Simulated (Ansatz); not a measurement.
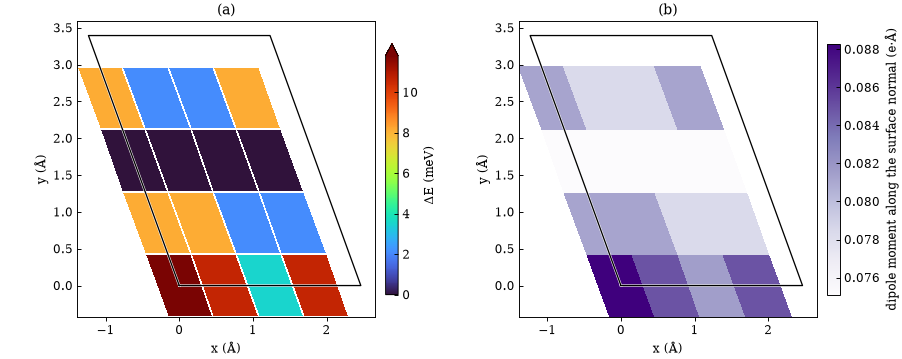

CO on a C(010) slab cut from the Fmmm phase, its upper half relaxed before the scan (24 atoms of substrate and one adsorbate in a 2 × 2 cell). 
- CO (O end down) is moved over the surface cell at a fixed height above a rigid substrate; the origin of the map has the adsorbate above C21; the height is held at 3.10 Å.
- Places are given modulo a cell vector. The map is drawn in real space over the plane of the surface.
- The scan uses a 4 × 4 grid; 7 points were computed and 9 follow by symmetry.
- Places are given in fractions of the 1 × 1 surface cell.
- Energies: meV, counted from the lowest grid point.
- At a fixed height the lowest place need not be the adsorption site.
- Theory: Ansatz 0.2.0, DFT PBE+D3(BJ), scalar-relativistic, plane waves, PAW. Settings: cutoff 420 eV, k-mesh 6×4×1, gaussian smearing 0.05 eV, no spin polarisation.

Panel (a) is the energy; panel (b) is the computed dipole moment along the surface normal, in e·Å.

The picture shows one coloured cell a grid point, the outline of one cell of the plane, one colour for all values above the top of the scale.

How does the dipole moment along the surface normal vary over the map, and what is it at the lowest grid point?

Answer. It runs from 0.08 e·Å at the trough between two rows of top atoms, (0/4, 2/4) of the cell vectors to 0.09 e·Å at the top site over a surface C atom, (0/4, 0/4) of the cell vectors. At the lowest grid point, the trough between two rows of top atoms, (0/4, 2/4) of the cell vectors, it is 0.08 e·Å.

PAW datasets: the set soft_1.
